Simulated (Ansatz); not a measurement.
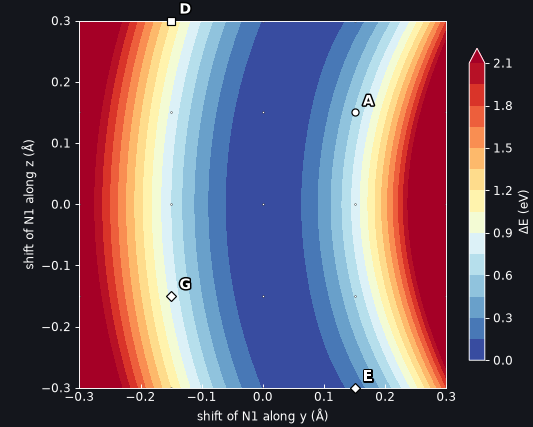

N (P4_2/mnm, No. 136; 4 atoms in the cell). 
- Atom N1 is moved over a plane while all other atoms and the cell stay fixed (its periodic images move with it) (x along [1 0 0], y along [0 1 0], z along [0 0 1] of the conventional cell).
- Coordinates scanned: (1) shift of N1 along y; (2) shift of N1 along z.
- Grid: 5 × 5 points; 15 points were computed and 10 follow by symmetry.
- Energies are in eV per cell, from the lowest grid point.
- The reference cell is the one listed in the database, not relaxed at this level.
- Computed with DFT PBEsol, scalar-relativistic, plane waves, PAW (Ansatz). Settings: cutoff 420 eV, k-mesh 6×6×4 in the order of the run's cell vectors, gaussian smearing 0.05 eV, no spin polarisation.

The picture shows filled contours, dots at the grid points, one colour for all values above the top of the scale, lettered points. Between grid points the surface is interpolated.

Q: Is G the lowest point of the computed grid?

A: No. G lies 0.85 eV above the lowest grid point, which is at shift of N1 along y = 0.00 Å, shift of N1 along z = 0.00 Å.

Q: Rank the lettered points by energy, lowest first.

A: E (0.21 eV), A (0.61 eV), G (0.85 eV), D (1.19 eV).
